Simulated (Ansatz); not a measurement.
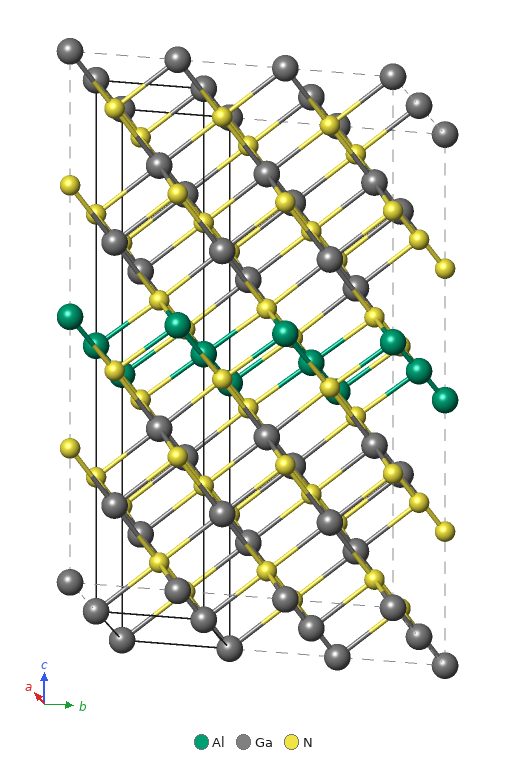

This ball-and-stick model is shown from a general direction. A block of 2×3×1 cells is shown, with one conventional unit cell in solid outline.

AlGa₅N₆, space group P-3m1 (No. 164), a = 2.99 Å, b = 2.99 Å, c = 14.68 Å, α = 90.00°, β = 90.00°, γ = 120.00°.

Computational set-up: DFT PBE, scalar-relativistic, plane waves, PAW (Ansatz), cutoff 420 eV, 12×12×2 k-mesh, Gaussian smearing of 0.02 eV, no spin polarisation.

### What is the electronic character?

A semiconductor at this level, with a gap of 0.85 eV on the k-mesh (the true edges may lie between mesh points, so the gap can be somewhat smaller).

The cell started as a structure type filled with these elements by a generator (whether the compound takes this form wasn't checked). It is drawn as it came out of a relaxation with DFT PBE, scalar-relativistic, plane waves, PAW in Ansatz.
